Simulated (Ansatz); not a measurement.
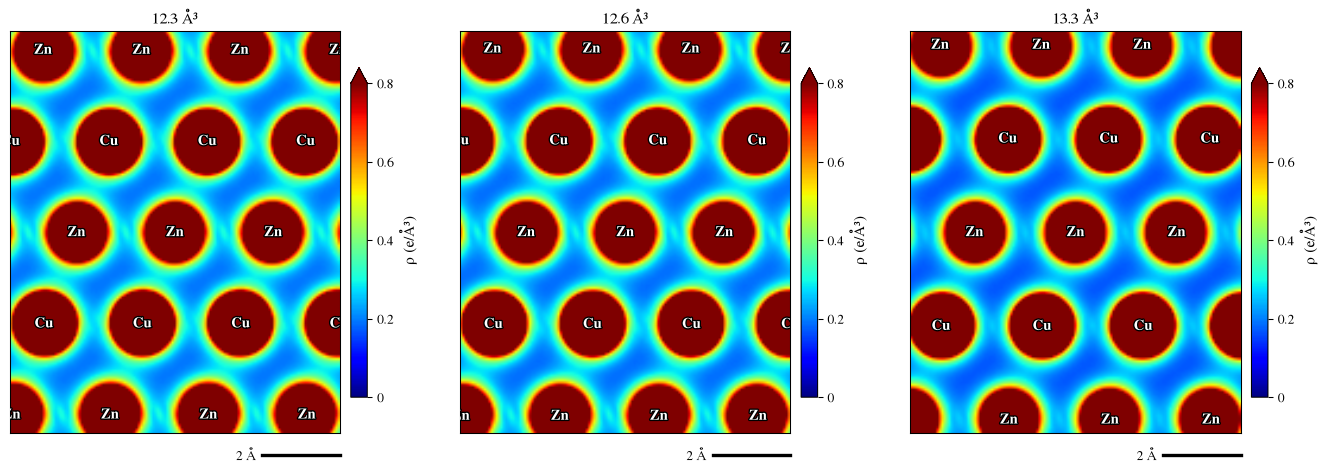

ZnCu. The valence charge density (pseudo) of cells scaled evenly to different volumes (given per atom above each panel), on the (101̄) plane of each (indices in the axes of the cell below), at one length scale and on one colour scale.

A structure from a database of computed crystals, not necessarily the ambient phase.

The calculation used Kohn-Sham DFT of a periodic cell, PBE, Ansatz PAW (Ansatz 0.2.0).

The density is the valence pseudo-density of a PAW calculation; it isn't the true density close to the nuclei.

The largest cell:

```yaml
crystal:
  lattice:
    - [1.49789, -2.13533, 0.00000]
    - [1.49789, 2.13533, 0.00000]
    - [0.00000, 0.00000, 4.16817]
  atoms:
    - { symbol: Zn, position: [0.50000, 0.50000, 0.50000] }
    - { symbol: Cu, position: [0.00000, 0.00000, 0.00000] }
```

| volume (Å³/atom) | Zn–Cu contact in the plane (Å) | ρ at its midpoint (e/Å³) | pressure (GPa) | 
| --- | --- | --- | --- |
| 12.29 | 2.498 | 0.291 | 8.3 | 
| 12.55 | 2.515 | 0.282 | 5.3 | 
| 13.07 | 2.550 | ? | ? | 
| 13.33 | 2.567 | 0.257 | −2.0 | 

> What values belong in the row with question marks?

Over the known rows ln ρ falls by 1.80 per Å of Zn–Cu distance (a least-squares line), which gives 0.265 e/Å³ at 2.550 Å; the calculation gives 0.265 e/Å³. For the pressure, a straight line in volume between the neighbouring rows gives 0.4 GPa; the calculation gives 0.2.
